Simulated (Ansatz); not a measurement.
## Geometry relaxation of Zn18HO18 (charge +1) (part 4 of 4)

Zn18HO18 (defect cell, 37 atoms in the cell, total charge +1); DFT PBE, scalar-relativistic, plane waves, PAW, no spin polarisation (Ansatz 0.2.0); cutoff 420 eV, 2×2×2 k-mesh, Gaussian smearing of 0.02 eV. The structure derives from a Materials Project entry. It belongs to a series of runs on one base structure; here: H_i, charge +1, atoms relaxed at the host's cell.

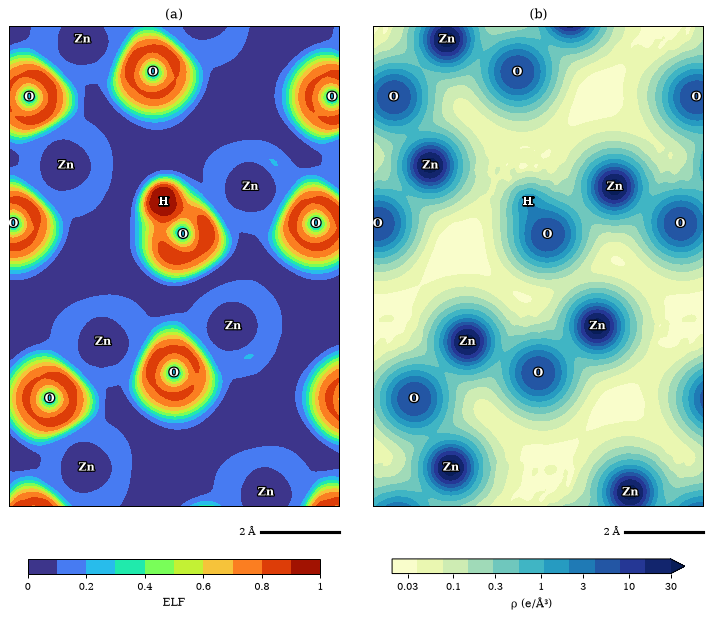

*(a) electron localisation function; (b) valence pseudo-density on the (11̄0) plane of the calculation cell.*

Atoms in the plane: Zn, O and H. Zn–O (1.94 Å): the density is about 0.65 e/Å³ at the midpoint; the ELF is about 0.25 at the midpoint. Zn–O (2.01 Å): ρ at the midpoint is about 0.55 e/Å³; the ELF is about 0.25 at the midpoint. Zn–O (2.01 Å): ρ at the midpoint is about 0.55 e/Å³; the ELF is about 0.25 at the midpoint. Zn–O (2.11 Å): ρ is about 0.44 e/Å³ halfway; the ELF is about 0.20 at the midpoint. The density dies away to nearly zero in the voids.

**Summary**

```tsv
quantity	value
outcome	converged
electrons treated	324
free energy	−69986.5943 eV
Fermi energy	7.622 eV
gap on the k-point mesh	1.95 eV
final volume	443.69 Å³
largest force (length of the vector) at the end	0.033 eV/Å
wall time	3.9 min (CPU time 28 min)
peak memory	2 GiB
```
